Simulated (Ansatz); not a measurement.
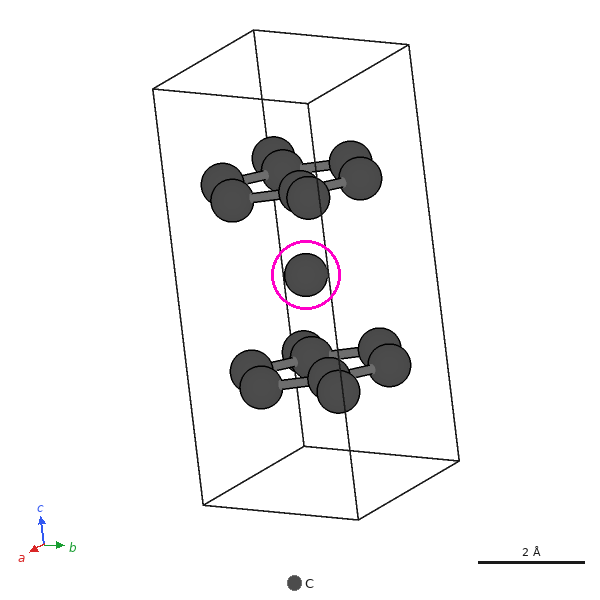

Crystal structure, ball-and-stick style, seen slightly off an axis. Thin lines show the supercell, with boundary atoms drawn in all their periodic places. The host is C, in a cell of 16 sites, and the cell is neutral. A ring marks the defect's site.

Question: What kind of defect was put in?

Answer: An interstitial carbon atom. It is bonded to no bonds drawn.

The atoms were relaxed in the host's cell with DFT PBE, scalar-relativistic, plane waves, PAW (Ansatz 0.2.0).
